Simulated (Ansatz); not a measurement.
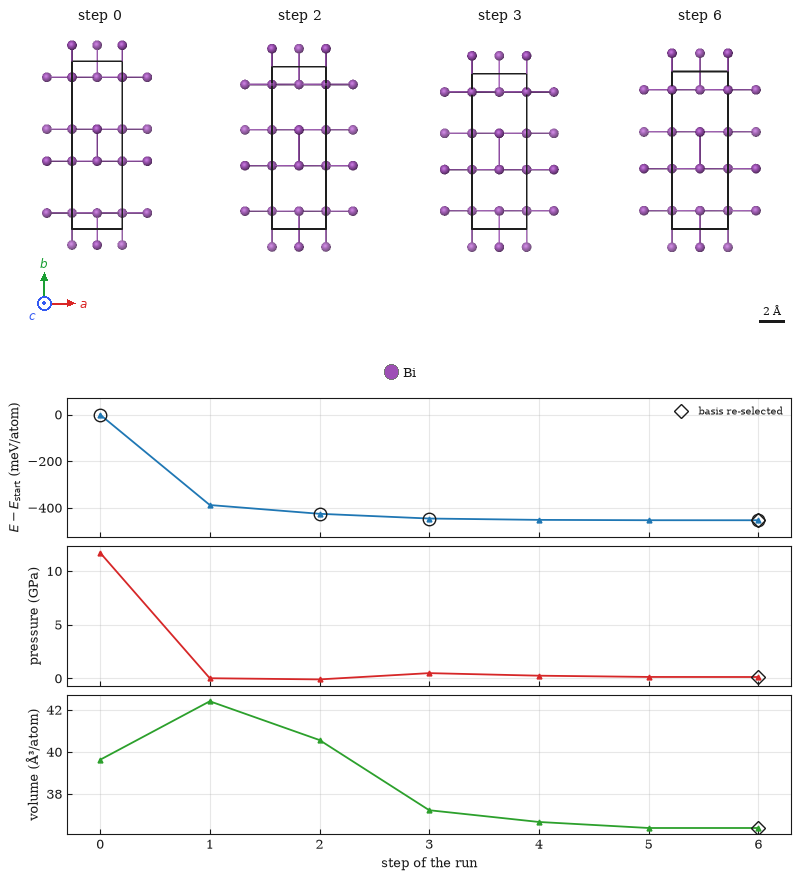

Frames of a relaxation of crystalline Bi (a generated structure, set up in Cmce) (coarse preliminary run), marked on the history of the run. A ball-and-stick model of the conventional cell (2 times the calculation's cell), seen along the c axis. Lengths and directions refer to the drawn axes.

Case: P → Bi on all its sites, cell and atoms relaxed.

The calculation used Ansatz, DFT r2SCAN, scalar-relativistic, plane waves, PAW. Set-up: plane-wave cutoff 500 eV; k-point mesh 6 × 6 × 4; occupations gaussian; smearing width 0.1 eV; no spin polarisation; cell and atoms relaxed; force threshold 0.05 eV/Å; at most 60 steps.

Question: What happens along the run?

Answer: The largest moves relative to the cell, 0.35 Å, are those of Bi atoms. The volume changes by −8.2 %, with a 4.097 → 4.566 Å (+11.4 %), b 13.682 → 12.843 Å (−6.1 %), c 5.656 → 4.964 Å (−12.2 %). Some distances before and after: Bi–Bi 2.745 → 3.075 Å, Bi–Bi 2.796 → 3.019 Å. Among the angles between lasting bonds that change: Bi–Bi–Bi 103.8° → 95.4°. The space group stays Cmce (No. 64). Over 5 accepted moves (6 points after the start) the energy falls by 453 meV per atom. Largest force component: 2.6 eV/Å at the start, 0.011 eV/Å at the end. Pressure: 11.72 GPa at the start and 0.14 GPa at the end. At 1 point the geometry stayed and the basis and grid were re-selected for the new cell (energy shift of 0.2 meV per atom at most each time). From step 0 to 2: Bi atoms move most (0.24 Å), volume +2.4 %, energy −425 meV per atom. From step 2 to 3: Bi atoms move most (0.10 Å), volume −8.2 %, energy −20.3 meV per atom. From step 3 to 6: Bi atoms move most (0.06 Å), volume −2.3 %, energy −7.4 meV per atom.
